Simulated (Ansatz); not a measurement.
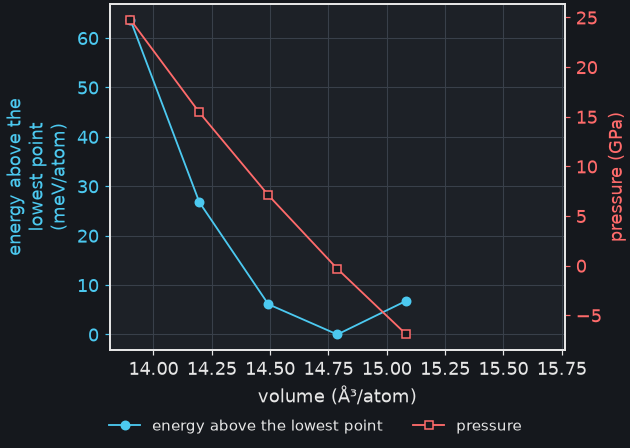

Plotted: energy above the lowest point and pressure against volume for Os, space group Im-3m (No. 229) (one of a set of cubic test structures, which need not be the stable phase).

Computed with Ansatz 0.2.0 development build: equation of state of a cubic crystal from periodic Kohn-Sham density functional theory without spin, third-order Birch-Murnaghan fit to the free energies; pressure corrected for the finite basis. Level: PBE.

```csv
setting,value
structure type,bcc
atoms in cell,1
space group number,229
lattice centring,body-centred primitive
k mesh,17×17×17
occupation method,Fermi–Dirac
occupation width,0.06123 eV
wave cutoff,700 eV
datasets,hard PAW
density tolerance,1e-09 eV
bands,19
density cutoff ratio,4
search for lower states,default
```

The points at volume 15.38 Å³/atom and 15.68 Å³/atom are left out of the plot. What values does the calculation give there?

| volume (Å³/atom) | energy above the lowest point (meV/atom) | pressure (GPa) |
| --- | --- | --- |
| 15.38 | 25.1 | −12.8 |
| 15.68 | 53.7 | −18.0 |

Keep in mind: cubic model structure, not the ambient form; modest k-mesh, values are not fully converged in k.
